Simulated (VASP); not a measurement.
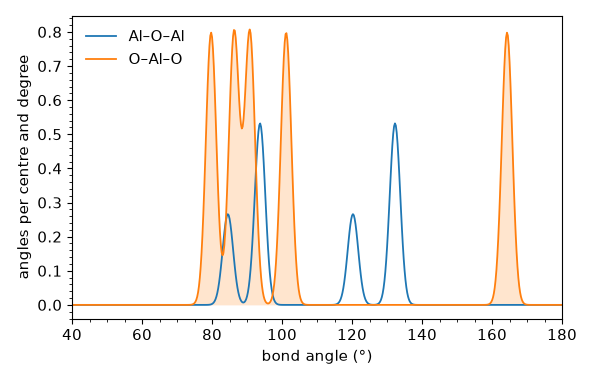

Bond-angle distributions computed from the structure of Al2O3; each angle is a Gaussian of σ = 1.5°. Bonds counted: Al–O up to 2.28 Å. It is based on coordinates from a relaxation with VASP 6.6.1, VASP Kohn-Sham DFT of a periodic cell, LDA, VASP PAW LDA potentials, recommended.

> Give the groups of angles for each curve.

Al–O–Al: 85° (1 per centre); 94° (2 per centre); 120° (1 per centre); 132° (2 per centre)
O–Al–O: 80° (3 per centre); 86° (3 per centre); 91° (3 per centre); 101° (3 per centre); 164° (3 per centre)

The structure has space group R-3c (No. 167); other forms of this composition would give other results.
